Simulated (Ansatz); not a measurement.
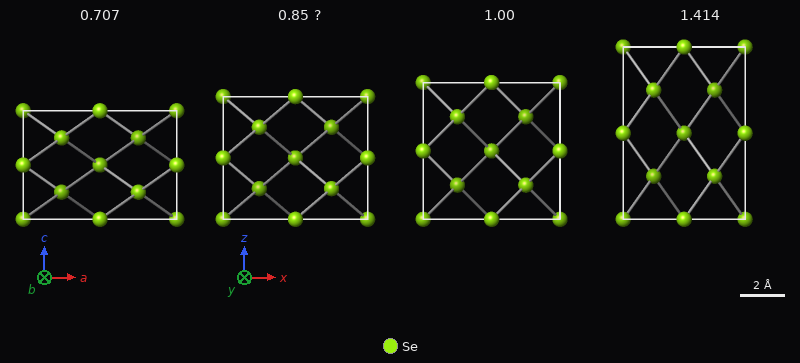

A scan of a crystal of Se (Fd-3m): the ratio of the cell's length along z to its lengths across, counted as 1 for the reference, is changed at fixed volume (a tetragonal or Bain path), with the atoms kept at their fractional coordinates. x, y and z are the Cartesian axes of the input. The picture is a ball-and-stick view of the conventional cell (4 times the calculation's cell), seen along the b axis. Lengths and directions refer to the drawn axes.

Theory: DFT LDA, scalar-relativistic, plane waves, PAW in Ansatz 0.2.0. Set-up: plane-wave cutoff 420 eV; k-point mesh 14 × 14 × 14; occupations gaussian; smearing width 0.15 eV; no spin polarisation. Energies (free energies at the smearing named) are counted from the cell as listed in its source, which wasn't relaxed.

```
axial ratio over its reference value  ΔE (meV/atom)
                               0.707          −75.3
                               0.780          −47.7
                               0.850              ?
                               0.920           −6.9
                               1.000            0.0
                               1.200          −32.0
                               1.300          −55.8
                               1.414          −66.8
```

Fill in the missing row.

Answer. A straight line between the two neighbours gives −27.3 meV/atom. A cubic through the four nearest rows (0.707, 0.780, 0.920, 1.000) gives, with Lagrange weights, (−0.1613)(−75.3) + (0.6678)(−47.7) + (0.6294)(−6.9) + (−0.1359)(0.0) = −24.1 meV/atom. The calculation gives −23.7 meV/atom, so the cubic is 0.4 meV/atom too low and the straight line 3.6 meV/atom too low, as the curve bends downwards here.

The whole profile:

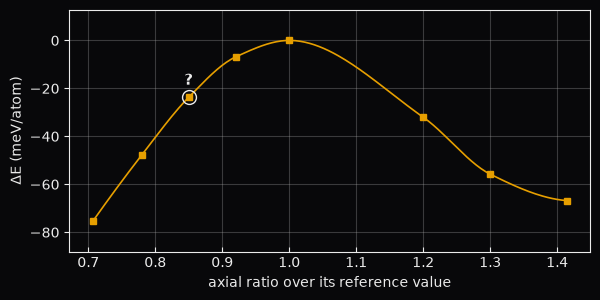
